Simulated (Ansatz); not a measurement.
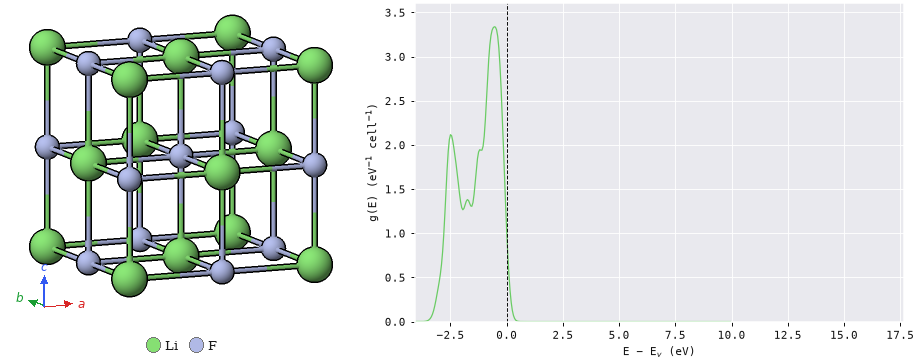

Density of states, beside the structure. Energies are counted from the top of the valence band. The curve is built from the levels of the k mesh with Gaussians 0.4 eV wide, which also blur the band edges.

System: LiF, space group Fm-3m, 2 atoms in the cell, rocksalt type.

```yaml
crystal:
  lattice:
    - [0.00000, 1.99487, 1.99487]
    - [1.99487, 0.00000, 1.99487]
    - [1.99487, 1.99487, 0.00000]
  atoms:
    - { symbol: Li, position: [0.00000, 0.00000, 0.00000] }
    - { symbol: F, position: [0.50000, 0.50000, 0.50000] }
```

Computed with Ansatz 0.2.0: DFT, HSE06, plane waves, PAW, no spin polarisation, 8×8×8 k mesh, 420 eV cutoff.

> Metal or insulator, going by the density of states?

There is a gap; over the k points computed it is 11.67 eV (direct among those points).

> How wide is the upper valence band?

The upper group of valence states starts about 3.2 eV under the valence-band top, with a gap beneath it; it holds about 6 electrons a cell.

> Where is the tallest peak of the filled states in the window?

Within the window shown, the tallest peak of the filled states lies 0.5 eV under the valence-band top, at about 3.3 states per eV and cell.
